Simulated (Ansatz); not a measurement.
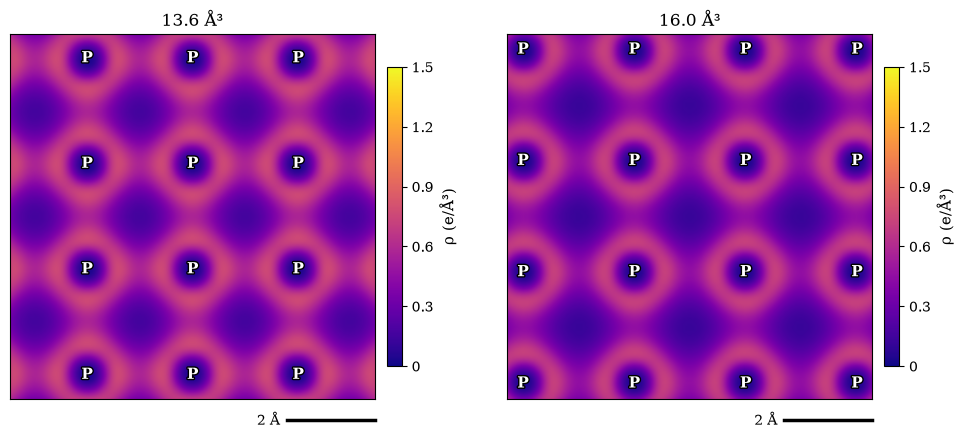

P. The valence pseudo-density of cells scaled evenly to different volumes (given per atom above each panel), on the (010) plane of each (indices in the axes of the cell below), at one length scale and on one colour scale.

A generated structure, not necessarily the stable one; computed without spin polarisation.

All numbers below come from Ansatz 0.2.0, DFT, RPBE, plane waves (420 eV) with PAW, scalar-relativistic.

The largest cell:

```yaml
crystal:
  lattice:
    - [2.52010, 0.00000, 0.00000]
    - [0.00000, 2.52010, 0.00000]
    - [0.00000, 0.00000, 2.52010]
  atoms:
    - { symbol: P, position: [0.00000, 0.00000, 0.00000] }
```

| volume (Å³/atom) | P–P contact in the plane (Å) | ρ at its midpoint (e/Å³) | 
| --- | --- | --- |
| 13.63 | 2.389 | 0.572 | 
| 14.82 | 2.456 | ? | 
| 16.00 | 2.520 | 0.456 | 

Question: What values belong in the row with question marks?

Answer: Over the known rows ln ρ falls by 1.73 per Å of P–P distance (the line through the two), which gives 0.509 e/Å³ at 2.456 Å; the calculation gives 0.509 e/Å³.
